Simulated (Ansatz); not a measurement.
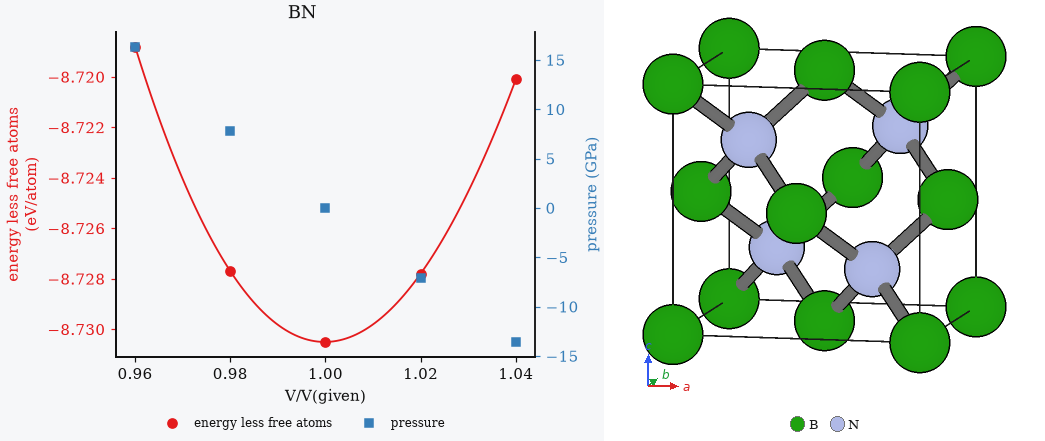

The plot gives the computed energy less free atoms and pressure against V/V(given) for BN, space group F-43m (No. 216) (cell built by us, not taken from a database). The conventional cell is drawn beside the plot.

Cell as given: a = 2.563 Å, b = 2.563 Å, c = 2.563 Å, α = 60.00°, β = 60.00°, γ = 60.00°; 2 atoms.

Calculation (Ansatz 0.2.0): periodic Kohn-Sham DFT of a crystal at fixed atoms, scaled to the stated factor times the given cell; pressure positive in compression, energy less spherical unpolarised free atoms. Level: PBE.

- method: all-electron LAPW
- relativity: scalar
- k mesh: 16×16×16
- occupations: Fermi–Dirac
- smearing width: 0.03 eV
- basis error target: 0.25 (meV/atom)
- nucleus: Gaussian

V(given) is 5.95 Å³/atom.

**Give the fitted equation-of-state parameters.**

A third-order Birch–Murnaghan fit gives V0 = 5.95 Å³/atom, B0 = 371 GPa and B′ = 4.0.

**How does the pressure vary with V/V(given)?**

It falls from 16.4 GPa at V/V(given) 0.96 to −13.6 GPa at 1.04, and changes sign near 1.00.
